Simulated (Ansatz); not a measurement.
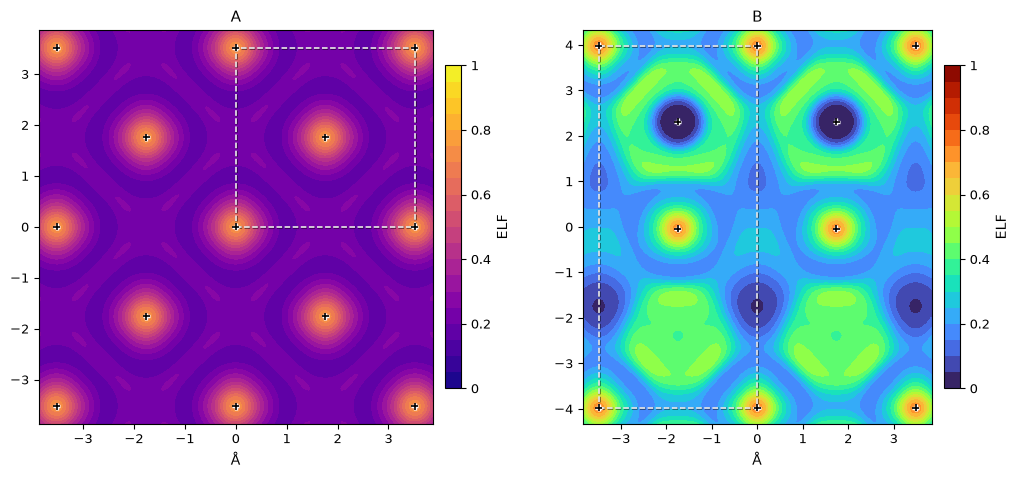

The electron localisation function of 2 systems, each on a plane through atoms (crosses mark nuclei in the plane).

Method: Ansatz 0.2.0, DFT PBE, scalar-relativistic, plane waves, PAW.

System 1: NiGe, the (101̄) plane of the conventional cell. Space group Pnma; computed without spin polarisation.

System 2: Ni, the (001) plane of the conventional cell. Space group Fm-3m; spin-polarised.

```cif
data_structure
_symmetry_space_group_name_H-M 'P 1'
_symmetry_Int_Tables_number 1
_cell_length_a 3.5185
_cell_length_b 3.5185
_cell_length_c 3.5185
_cell_angle_alpha 90.000
_cell_angle_beta 90.000
_cell_angle_gamma 90.000
_cell_volume 43.56
loop_
_atom_site_label
_atom_site_type_symbol
_atom_site_fract_x
_atom_site_fract_y
_atom_site_fract_z
_atom_site_occupancy
Ni1 Ni 0.00000 0.00000 0.00000 1
Ni2 Ni 0.50000 0.50000 0.00000 1
Ni3 Ni 0.50000 0.00000 0.50000 1
Ni4 Ni 0.00000 0.50000 0.50000 1
```

Match each panel to its system.

Answer. Panel A is system 2, Ni: the plane holds Ni. Ni–Ni (2.49 Å): the ELF is about 0.25 at the midpoint: no localised pair shows between them. Panel B is system 1, NiGe: the plane holds Ni and Ge. Ni–Ge (2.35 Å): the ELF is about 0.40 at the midpoint.
